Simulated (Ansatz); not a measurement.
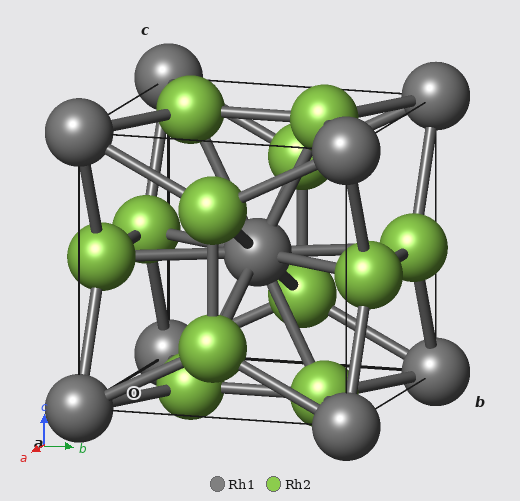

One unit cell; atoms that symmetry makes equivalent share a colour (atoms on faces, edges and corners are repeated). Crystal: Rh, the input geometry of an electronic-structure calculation (not necessarily at equilibrium); the starting structure was generated, so it need not be a known form of this composition. Geometry calculated from the standardised cell; symmetry tolerance 0.002 Å.

a = 4.845 Å, b = 4.845 Å, c = 4.845 Å, α = 90.00°, β = 90.00°, γ = 90.00°; space group No. 223, Pm-3n.

One atom of each site: Rh1 (0, 0, 0); Rh2 (1/4, 0, 1/2).

Q: Give the multiplicity, Wyckoff letter and site symmetry of each site.

A:
```
site  Wyckoff  symmetry
 Rh1       2a      m-3.
 Rh2       6c     -4m.2
```

Q: How many free positional parameters does the structure have?

A: 0: Rh1 0, Rh2 0.
